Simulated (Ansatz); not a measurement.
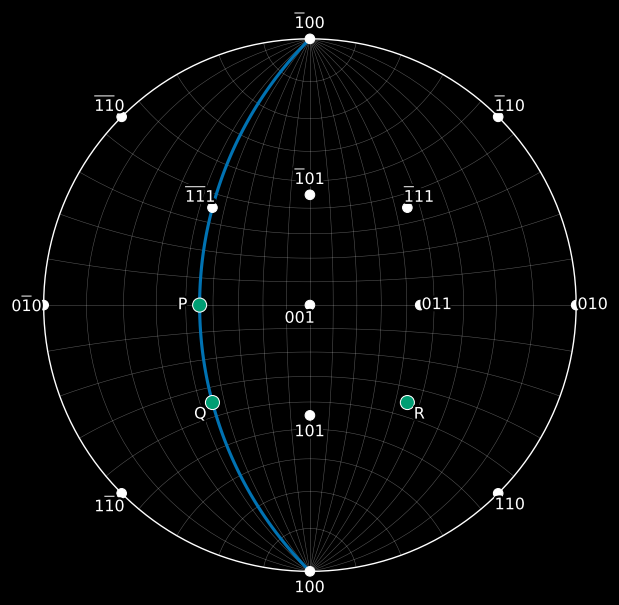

For ZnSe, a calculation's input that goes back to an entry of the Crystallography Open Database (an earlier step may have relaxed or displaced it): stereographic projection of plane normals (upper hemisphere) centred on (0 0 1). The drawing is computed from the coordinates (standard cell, symmetry found to 0.002 Å).

a = 5.665 Å, b = 5.665 Å, c = 5.665 Å, α = 90.00°, β = 90.00°, γ = 90.00°.

### Index the poles marked P, Q, R.

P is (0 −1 1), 45.0° from the centre; Q is (1 −1 1), 54.7° from the centre; R is (1 1 1), 54.7° from the centre.

### Which zone does the coloured great circle trace?

The zone [0 1 1]: its poles satisfy k + l = 0.

### What is the angle between the normals of (−1 0 1) and (1 −1 0), and what are their d_hkl = 1/|g|?

120.0°; d = 4.006 Å and 4.006 Å.
